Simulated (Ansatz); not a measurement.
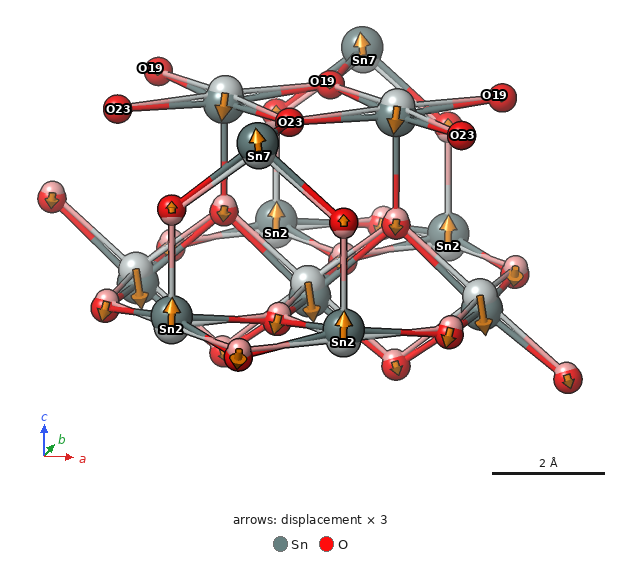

A relaxation of a slab of composition Sn$_{8}$O$_{16}$. The starting structure is drawn faded, the final one solid; orange arrows show the displacements, magnified 3 times.

A ball-and-stick model of the atoms within 5.0 Å of the atom that moves most (axes of the 2 × 1 repeat of the cell, outlined in the plane, without the vacuum), seen slightly off an axis.

Method: DFT, PBEsol, PAW, plane waves in Ansatz. Settings: plane-wave cutoff 420 eV; k-point mesh 6 × 3 × 1; no spin polarisation; atoms relaxed in a fixed cell; force threshold 0.03 eV/Å; at most 80 steps.

### What happened in the run?

The atom that moves furthest relative to the layer's centre is a Sn atom (0.27 Å at 11° to the normal (−c side)). Largest moves by element: Sn 0.27 Å, O 0.15 Å. The lattice vectors keep their values. Some distances before and after: O–Sn 2.036 → 2.164 Å, O–Sn 2.104 → 1.989 Å, O–Sn 2.039 → 2.124 Å, O–Sn 2.088 → 2.165 Å. Bond angles that change, for instance: O–Sn–O 179.5° → 163.1°, O–Sn–O 178.1° → 163.1°, O–Sn–O 89.5° → 98.4°. The energy falls by 1.360 eV per cell of the calculation in 4 accepted moves (5 points after the start). Largest force component: 2.5 eV/Å at the start, 0.0076 eV/Å at the end. 1 step only repeated the SCF at the same geometry. The run took 5.1 s on 1 × NVIDIA GB200 with 8 threads of Arm Neoverse-V2, peak memory 1.9 GiB.
